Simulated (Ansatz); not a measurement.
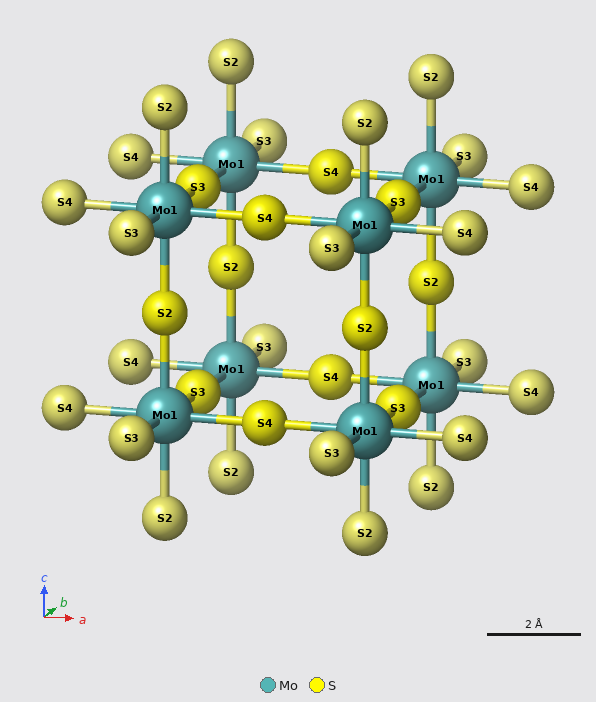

Fig. 1: The input geometry of run A (ball-and-stick view of the cell of the calculation, seen slightly off an axis; neighbours outside the cell are drawn fainter; atoms are numbered from 1 in the order of the input).

**From MoS3 to MoSe3**

System: MoS3 (Pm-3m, 4 atoms in the cell).
Method of run A: DFT PBE+U, scalar-relativistic, plane waves, PAW, Ueff = 4.38 eV on Mo d, spin-polarised (Ansatz 0.2.0).
System of run B: MoSe3 (Pm-3m, 4 atoms in the cell).

On run A: The structure was made by swapping elements on the sites of another compound; it need not be a known phase. On run B: The structure was made by swapping elements on the sites of another compound; it need not be a known phase. It belongs to a series of runs on one base structure; here: O -> Se, W -> Mo on all its sites, cell and atoms relaxed. Text and figures count atoms from 1; the logs count them from 0 in places.

**Input, run A**
```yaml
crystal:
  lattice:
    - [4.5369534554, 0.0, 0.0]
    - [0.0, 4.5369534554, 0.0]
    - [0.0, 0.0, 4.5369534554]
  atoms:
    - { symbol: Mo, position: [0.0, 0.0, 0.0], spin: 1.0 }
    - { symbol: S, position: [0.0, 0.0, 0.5] }
    - { symbol: S, position: [0.0, 0.5, 0.0] }
    - { symbol: S, position: [0.5, 0.0, 0.0] }
basis:
  ecutwfc: 420
kpoints:
  mp_grid: { grid: [4, 4, 4] }
hamiltonian:
  xc: pbe
  hubbard: { sites: [{ species: Mo, l: d, u_eff: 4.38 }] }
scf:
  occupations: { method: gaussian, width: 0.1 }
  lower_state_search: "off"
output:
  forces: true
  stress: true
  eigenvalues: true
  populations: true
magnetization:
  spin_polarized: true
```

Command:
```bash
ansatz run input.yaml --threads 1 --pin off --max-ram 2560MiB --backend cpu --events-out ev --progress --plain --runs-dir out
```

Hardware: 1 thread of Intel Xeon (Emerald Rapids), 32 GiB of memory available, shared host.

**Output, shortened to warnings, some set-up lines, iterations and results (run A)**
```
WARN: the starting moments were not kept: the SCF closed with an absolute magnetisation of 6.9e-6 μB, where they sum to 1 μB in size (1 site). That is at most 0.1 of that sum. Measured as dr2_m measures the in/out step, that magnetisation stands 4.7e-12 eV from none, at or under the dr2_threshold of 1.0e-7 eV: it is no larger than a step whose dr2_m would equal this threshold. The system may hold …
Basis set: ecut = 420 eV, 1839 PW (Γ), exchange–correlation on 64×64×64 points (8 copies of the dense FFT grid, shifted against one another)
Symmetry: 48 space group operations
k-points: 10 of 64
Initial density: superposition of atomic densities (chi_scale 0.1, normalization cell)
[...]
SCF iter   1: F=—  HF=-7658.853563 eV  |F-HF|=—  |Δ(HF+E_count)|=         —  Δρ=5.72e-2 (↑5.72e-2 ↓3.74e-2)  dr2=1.30e1  dr2_m=2.54e-1  M=0.078 μB ∫|m|=0.688 μB  β_m=0.30  …
SCF iter   2: F=—  HF=-7656.781002 eV  |F-HF|=—  |Δ(HF+E_count)|=    2.07e0  Δρ=2.96e-2 (↑2.96e-2 ↓1.94e-2)  dr2=2.53e0  dr2_m=1.23e-1  M=0.000 μB ∫|m|=0.732 μB  β_m=0.30  …
SCF iter   3: F=—  HF=-7656.393831 eV  |F-HF|=—  |Δ(HF+E_count)|=   3.87e-1  Δρ=1.40e-2 (↑8.19e-3 ↓1.40e-2)  dr2=3.30e-1  dr2_m=5.30e-2  M=0.001 μB ∫|m|=0.762 μB  β_m=0.30  …
SCF iter   4: F=—  HF=-7656.613098 eV  |F-HF|=—  |Δ(HF+E_count)|=   2.19e-1  Δρ=1.86e-2 (↑1.86e-2 ↓9.51e-3)  dr2=1.14e0  dr2_m=4.00e-2  M=-0.000 μB ∫|m|=0.641 μB  β_m=0.30  …
SCF iter   5: F=—  HF=-7656.433595 eV  |F-HF|=—  |Δ(HF+E_count)|=   1.80e-1  Δρ=6.29e-3 (↑3.62e-3 ↓6.29e-3)  dr2=3.96e-2  dr2_m=1.81e-2  M=0.000 μB ∫|m|=0.639 μB  β_m=0.30  …
[... 8 lines ...]
SCF iter  14: F=—  HF=-7656.505681 eV  |F-HF|=—  |Δ(HF+E_count)|=   7.71e-5  Δρ=6.14e-5 (↑6.14e-5 ↓2.10e-5)  dr2=9.00e-6  dr2_m=9.17e-7  M=0.000 μB ∫|m|=0.011 μB  β_m=0.95  …
SCF iter  15: F=—  HF=-7656.505689 eV  |F-HF|=—  |Δ(HF+E_count)|=   7.84e-6  Δρ=1.09e-5 (↑1.09e-5 ↓5.90e-6)  dr2=4.70e-7  dr2_m=2.40e-8  M=0.000 μB ∫|m|=0.002 μB  β_m=0.98  …
SCF iter  16: F=-7656.505689 eV  HF=-7656.505689 eV  |F-HF|=3.31e-9  |Δ(HF+E_count)|=   1.97e-7  Δρ=9.93e-7 (↑8.37e-7 ↓9.93e-7)  dr2=4.54e-9  dr2_m=2.83e-10  M=0.000 μB …
SCF iter  17: F=-7656.505689 eV  HF=-7656.505689 eV  |F-HF|=2.51e-10  |Δ(HF+E_count)|=   4.32e-9  Δρ=2.64e-7 (↑2.28e-7 ↓2.64e-7)  dr2=2.42e-10  dr2_m=1.81e-11  M=-0.000 μB …
SCF 1 converged in 17 iterations: F = -7656.505689 eV  dr2 = 2.42e-10
SCF converged after 17 iterations
Magnetization: -0.0000 μB (16.0000 up, 16.0000 down)
Absolute magnetization: 0.0000 μB (∫|ρ↑−ρ↓|, with the PAW one-centre terms)
Spin contamination: 0.0000 ħ² per cell (⟨S²⟩ above its minimum at these occupations)
Per-site moments (μB) at R_I (Å): [(-6.23061261583461e-7, 0.93574665017625), (2.6239495764662646e-8, 0.93574665017625), (2.6239495845014487e-8, 0.93574665017625), (2.6239495798342787e-8, 0.93574665017625)]
Free energy (F): -7656.505689 eV
Harris-Foulkes:  -7656.505689 eV  (|F-HF|=2.51e-10)
Internal energy: -7656.505689 eV  (E = F + TS)
E sigma→0 (E₀):  -7656.505689 eV
Fermi energy:    6.162339 eV
--- Per-component energies (eV) ---
  E_band       = -281.468672
  E_kinetic    = 766.280915
  E_local      = -2441.684471  (includes V_loc(G=0)·N_el)
  E_nonlocal   = 226.964445
  E_hartree    = 908.545878
  E_xc         = -475.129692
  E_vxc        = -491.614073  (∫ρ·V_xc dr)
  E_hubbard    = 5.446149  (on-site DFT+U / exact-exchange correction)
  E_vhub       = -0.415318  (the Hubbard potential's part of the band-sum identity)
  E_paw        = -5001.739155  (= ΣΔE_a)
  E_vpaw       = -158.092446  (= ΣTr[D̂ρ^β])
  E_aug_tail   = 0.000051  (compensation charges beyond the density's cutoff)
  E_ewald      = -1645.189809
  E_smearing   = -0.000000  (= −TS)
  E_closure    = 0.000000  (closes the sum)
  Σ components = -7656.505689   (vs F -7656.505689, Δ=0.00e0)
--- Forces (eV/Å), atoms counted from 1 ---
  atom   1  Mo    -0.00000000     0.00000000    -0.00000000
  atom   2  S      0.00000000    -0.00000000     0.00000000
  atom   3  S      0.00000000     0.00000000     0.00000000
  atom   4  S     -0.00000000    -0.00000000    -0.00000000
  max |Σ_I F_I| component: 5.75e-31 eV/Å
--- Stress (GPa, compression-positive) ---
        9.958707       0.000000       0.000000
        0.000000       9.958707       0.000000
       -0.000000       0.000000       9.958707
  P = ⅓ Tr σ = 9.9587 GPa (99.587 kbar)
Occupation matrices written to [file]
--- Löwdin populations: 4 sites ---
  site symbol       q [e]    m [muB]
     0     Mo     13.6699    -0.0000
     1      S      6.0469     0.0000
     2      S      6.0469     0.0000
     3      S      6.0469     0.0000
  spilling = 0.005914 (of n_electrons = 32.000000)
```

The input of run B differs as follows (lines with − go, lines with + come):
```diff
-    - [4.5369534554, 0.0, 0.0]
-    - [0.0, 4.5369534554, 0.0]
-    - [0.0, 0.0, 4.5369534554]
+    - [4.8218001669, 0.0, 0.0]
+    - [0.0, 4.8218001669, 0.0]
+    - [0.0, 0.0, 4.8218001669]
-    - { symbol: S, position: [0.0, 0.0, 0.5] }
-    - { symbol: S, position: [0.0, 0.5, 0.0] }
-    - { symbol: S, position: [0.5, 0.0, 0.0] }
+    - { symbol: Se, position: [0.0, 0.0, 0.5] }
+    - { symbol: Se, position: [0.0, 0.5, 0.0] }
+    - { symbol: Se, position: [0.5, 0.0, 0.0] }
```

What does this change do to the results?

The total energies belong to different systems, so their difference says nothing on which is more stable or more accurate. The pressure goes from 9.96 to 6.13 GPa. The volume per atom goes from 23.35 to 28.03 Å³. The SCF takes 26 iterations against 17. The plane waves at Γ go from 1839 to 2109. On the same kind of shared host run B took about 2.3 times as long.

**Output, shortened to warnings, some set-up lines, iterations and results (run B)**
```
WARN: the starting moments were not kept: the SCF closed with an absolute magnetisation of 1.2e-4 μB, where they sum to 1 μB in size (1 site). That is at most 0.1 of that sum. Measured as dr2_m measures the in/out step, that magnetisation stands 1.8e-9 eV from none, at or under the dr2_threshold of 1.0e-7 eV: it is no larger than a step whose dr2_m would equal this threshold. The system may hold …
Basis set: ecut = 420 eV, 2109 PW (Γ), exchange–correlation on 72×72×72 points (8 copies of the dense FFT grid, shifted against one another)
Symmetry: 48 space group operations
k-points: 10 of 64
Initial density: superposition of atomic densities (chi_scale 0.1, normalization cell)
[...]
SCF iter   1: F=—  HF=-21358.729028 eV  |F-HF|=—  |Δ(HF+E_count)|=         —  Δρ=4.77e-2 (↑4.77e-2 ↓2.93e-2)  dr2=1.07e1  dr2_m=2.43e-1  M=0.000 μB ∫|m|=0.822 μB  β_m=0.30  …
SCF iter   2: F=—  HF=-21356.971652 eV  |F-HF|=—  |Δ(HF+E_count)|=    1.76e0  Δρ=1.61e-2 (↑1.61e-2 ↓1.31e-2)  dr2=6.00e-1  dr2_m=7.97e-2  M=0.080 μB ∫|m|=0.970 μB  β_m=0.30  …
SCF iter   3: F=—  HF=-21356.966541 eV  |F-HF|=—  |Δ(HF+E_count)|=   5.11e-3  Δρ=1.03e-2 (↑7.06e-3 ↓1.03e-2)  dr2=4.56e-1  dr2_m=2.12e-2  M=0.241 μB ∫|m|=1.043 μB  β_m=1.00  …
SCF iter   4: F=—  HF=-21357.620540 eV  |F-HF|=—  |Δ(HF+E_count)|=   6.54e-1  Δρ=2.56e-2 (↑2.56e-2 ↓1.77e-2)  dr2=4.47e0  dr2_m=2.24e-2  M=-0.000 μB ∫|m|=0.863 μB  β_m=0.30  …
SCF iter   5: F=—  HF=-21356.931169 eV  |F-HF|=—  |Δ(HF+E_count)|=   6.89e-1  Δρ=2.74e-3 (↑2.46e-3 ↓2.74e-3)  dr2=2.77e-2  dr2_m=2.40e-3  M=0.040 μB ∫|m|=1.019 μB  β_m=1.00  …
[... 17 lines ...]
SCF iter  23: F=—  HF=-21357.017126 eV  |F-HF|=—  |Δ(HF+E_count)|=   1.91e-6  Δρ=5.68e-6 (↑5.68e-6 ↓2.51e-6)  dr2=1.25e-7  dr2_m=5.56e-9  M=-0.000 μB ∫|m|=0.006 μB  β_m=0.96  …
SCF iter  24: F=-21357.017126 eV  HF=-21357.017126 eV  |F-HF|=2.87e-8  |Δ(HF+E_count)|=   2.62e-7  Δρ=2.58e-6 (↑2.58e-6 ↓2.57e-6)  dr2=3.77e-8  dr2_m=1.25e-9  M=-0.000 μB …
SCF iter  25: F=-21357.017126 eV  HF=-21357.017126 eV  |F-HF|=1.04e-9  |Δ(HF+E_count)|=   1.93e-9  Δρ=6.64e-7 (↑5.10e-7 ↓6.64e-7)  dr2=1.80e-9  dr2_m=1.41e-10  M=-0.000 μB …
SCF iter  26: F=-21357.017126 eV  HF=-21357.017126 eV  |F-HF|=2.15e-10  |Δ(HF+E_count)|=   1.48e-9  Δρ=2.40e-7 (↑1.93e-7 ↓2.40e-7)  dr2=3.05e-10  dr2_m=8.43e-12  M=-0.000 μB …
SCF 1 converged in 26 iterations: F = -21357.017126 eV  dr2 = 3.05e-10
SCF converged after 26 iterations
Magnetization: -0.0000 μB (31.0000 up, 31.0000 down)
Absolute magnetization: 0.0001 μB (∫|ρ↑−ρ↓|, with the PAW one-centre terms)
Spin contamination: 0.0000 ħ² per cell (⟨S²⟩ above its minimum at these occupations)
Per-site moments (μB) at R_I (Å): [(-5.068230531370838e-5, 0.994496284423125), (1.1899932889002773e-5, 0.994496284423125), (1.1899932888596278e-5, 0.994496284423125), (1.1899932889111113e-5, 0.994496284423125)]
Free energy (F): -21357.017126 eV
Harris-Foulkes:  -21357.017126 eV  (|F-HF|=2.15e-10)
Internal energy: -21357.015230 eV  (E = F + TS)
E sigma→0 (E₀):  -21357.016178 eV
Entropy (-TS):   -0.001896 eV (-0.474 meV/atom)
Fermi energy:    7.178907 eV
--- Per-component energies (eV) ---
  E_band       = -1457.740345
  E_kinetic    = 799.620054
  E_local      = -10345.380545  (includes V_loc(G=0)·N_el)
  E_nonlocal   = -1645.050112
  E_hartree    = 4871.535576
  E_xc         = -495.849251
  E_vxc        = -523.093091  (∫ρ·V_xc dr)
  E_hubbard    = 5.402000  (on-site DFT+U / exact-exchange correction)
  E_vhub       = -0.796979  (the Hubbard potential's part of the band-sum identity)
  E_paw        = -8934.659642  (= ΣΔE_a)
  E_vpaw       = 513.890424  (= ΣTr[D̂ρ^β])
  E_aug_tail   = -0.001728  (compensation charges beyond the density's cutoff)
  E_ewald      = -5612.631582
  E_smearing   = -0.001896  (= −TS)
  E_closure    = 0.000000  (closes the sum)
  Σ components = -21357.017126   (vs F -21357.017126, Δ=0.00e0)
--- Forces (eV/Å), atoms counted from 1 ---
  atom   1  Mo    -0.00000000     0.00000000     0.00000000
  atom   2  Se    -0.00000000     0.00000000    -0.00000000
  atom   3  Se    -0.00000000    -0.00000000     0.00000000
  atom   4  Se    -0.00000000     0.00000000    -0.00000000
  max |Σ_I F_I| component: 1.77e-29 eV/Å
--- Stress (GPa, compression-positive) ---
        6.125116       0.000000       0.000000
       -0.000000       6.125116       0.000000
        0.000000       0.000000       6.125116
  P = ⅓ Tr σ = 6.1251 GPa (61.251 kbar)
Occupation matrices written to [file]
--- Löwdin populations: 4 sites ---
  site symbol       q [e]    m [muB]
     0     Mo     13.7548    -0.0001
     1     Se     16.0286     0.0000
     2     Se     16.0286     0.0000
     3     Se     16.0286     0.0000
  spilling = 0.002569 (of n_electrons = 62.000000)
```

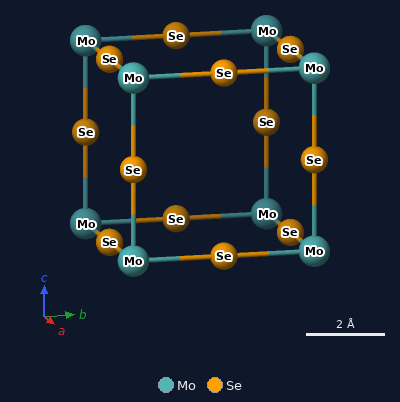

Fig. 2: The input structure of run B (ball-and-stick view of the cell of the calculation, seen slightly off an axis).

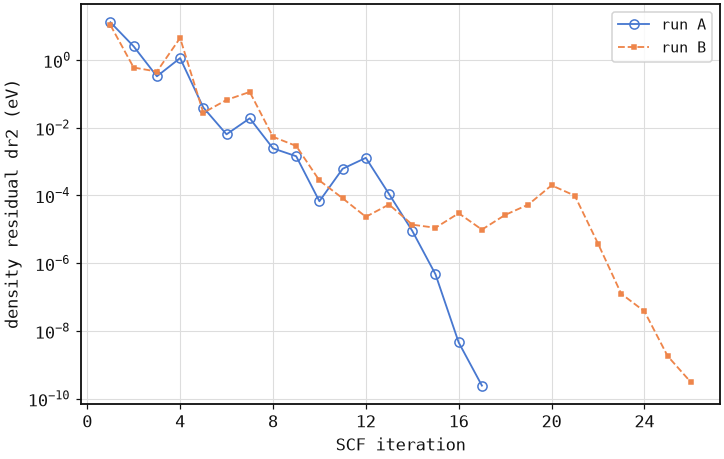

Fig. 3: Convergence of the two runs: density residual dr2 against the SCF iteration. Run A takes 17 iterations in all, and run B takes 26.

**The two runs side by side**

| quantity | run A | run B |
| --- | --- | --- |
| outcome | converged | converged |
| free energy per atom (eV) | −1914.1264 | −5339.2543 |
| energy per atom, smearing taken to zero (eV) | −1914.1264 | −5339.2540 |
| gap on the mesh (eV) | 0.00 | 0.00 |
| net moment of the cell (μB) | 0.00 | 0.00 |
| absolute moment of the cell (μB) | 0.00 | 0.00 |
| pressure (GPa) | 9.96 | 6.13 |
| volume per atom (Å³) | 23.35 | 28.03 |
| largest force (eV/Å) | 0.000 | 0.000 |
| SCF iterations | 17 | 26 |
| irreducible k-points | 10 | 10 |
| plane waves at Γ | 1839 | 2109 |
| wall time (shared host) | 3.2 s | 7.3 s |

For both runs: The electronic state found may not be the lowest one. Warnings: some starting moments were not kept. For run A: The cell is under a pressure of 10.0 GPa at this level, so it is not at its equilibrium volume. For run B: The cell is under a pressure of 6.1 GPa at this level, so it is not at its equilibrium volume.
